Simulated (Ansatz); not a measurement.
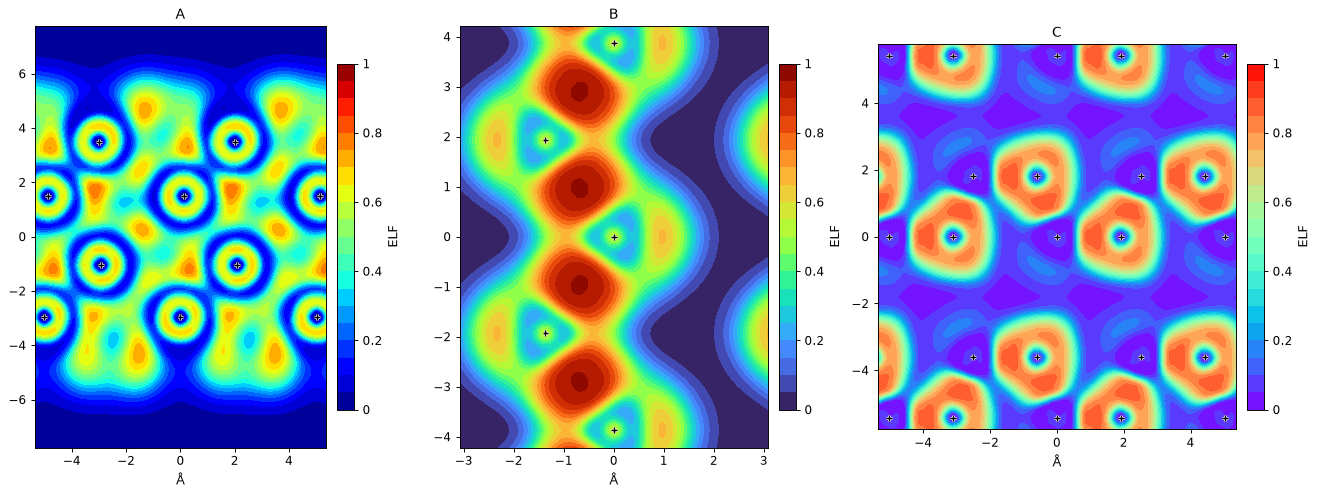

The electron localisation function of 3 systems, each on a plane through atoms (crosses mark nuclei in the plane).

These are results of DFT PBE, scalar-relativistic, plane waves, PAW (Ansatz), not measurements.

System 1: AlN, the (110) plane of the conventional cell. Space group P6₃mc.

System 2: Ti (slab), the (100) plane of the calculation cell, a cut from vacuum to vacuum. Not relaxed (largest force 1.0 eV/Å); computed without spin polarisation.

```yaml
crystal:
  lattice:
    - [3.13024, 0.00000, 0.00000]
    - [0.00000, 5.01798, 0.00000]
    - [0.00000, 0.00000, 30.47584]
  atoms:
    - { symbol: Ti, position: [0.50000, 0.89044, 0.51717] }
    - { symbol: Ti, position: [0.00000, 0.38251, 0.53722] }
    - { symbol: Ti, position: [0.00000, 0.79859, 0.60011] }
    - { symbol: Ti, position: [0.50000, 0.28685, 0.60783] }
    - { symbol: Ti, position: [0.50000, 0.90752, 0.67798] }
    - { symbol: Ti, position: [0.00000, 0.40847, 0.68335] }
    - { symbol: Ti, position: [0.00000, 0.78135, 0.74882] }
    - { symbol: Ti, position: [0.50000, 0.26116, 0.75134] }
```

System 3: Si, the (011) plane of the conventional cell. Space group Fd-3m.

```xyz
8
Lattice="5.4698 0.0000 0.0000 0.0000 5.4698 0.0000 0.0000 0.0000 5.4698" Properties=species:S:1:pos:R:3 pbc="T T T"
Si    0.0000    0.0000    0.0000
Si    2.7349    2.7349    0.0000
Si    2.7349    0.0000    2.7349
Si    0.0000    2.7349    2.7349
Si    1.3674    1.3674    1.3674
Si    4.1023    4.1023    1.3674
Si    4.1023    1.3674    4.1023
Si    1.3674    4.1023    4.1023
```

Match each panel to its system.

Panel A is system 2, Ti: the plane holds Ti. Ti–Ti (2.74 Å): the ELF is about 0.20 at the midpoint: no shared electron pair shows on this line. Panel B is system 3, Si: the plane holds Si. Si–Si (2.37 Å): the ELF peaks at about 0.95 between the atoms; a shared electron pair. Panel C is system 1, AlN: the plane holds Al and N. Al–N (1.90 Å): the ELF peaks at about 0.90 between the atoms: a polar covalent bond.
